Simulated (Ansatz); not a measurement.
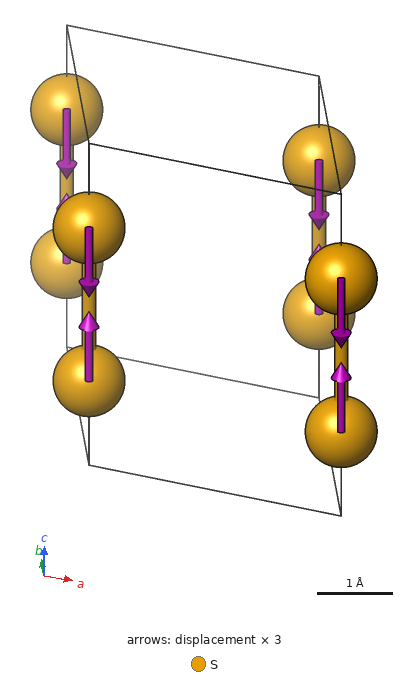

A relaxation of solid S (a generated structure, set up in P6/mmm) (coarse preliminary run). The starting structure is drawn; purple arrows show the displacements (the part carried along by the change of the cell is left out), 3 times their true length.

The picture is a ball-and-stick view of the cell of the calculation, seen from a free direction.

Level of theory: Ansatz, DFT PBE, scalar-relativistic, plane waves, PAW. Set-up: plane-wave cutoff 420 eV; k-point mesh 6 × 6 × 4; occupations gaussian; smearing width 0.1 eV; no spin polarisation; cell and atoms relaxed; force threshold 0.04 eV/Å; at most 70 steps.

### Describe the change and its energy.

The largest moves relative to the cell, 0.35 Å, are those of S atoms. The drawn cell changes as follows: a = b 3.758 → 3.216 Å (−14.4 %), c 4.783 → 5.450 Å (+14.0 %); the volume changes by −16.5 %. Some distances before and after: S–S 2.512 → 3.557 Å, S–S 2.271 → 1.893 Å. The space group stays P6/mmm (No. 191). After 8 accepted moves (10 points after the start) the energy has fallen by 737 meV per atom. Largest force component: 3.6 eV/Å at the start, 0.0033 eV/Å at the end. The pressure goes from −8.84 to 0.10 GPa. The line search rejected the trial step at point 2 of the run. The SCF was repeated once at an unchanged geometry on a basis and grid sized afresh for the cell, which shifted the energy by 0.4 meV per atom at most. Cost: 8.9 s on 1 thread of Arm Neoverse V2, on a shared host, peak memory 0.28 GiB.
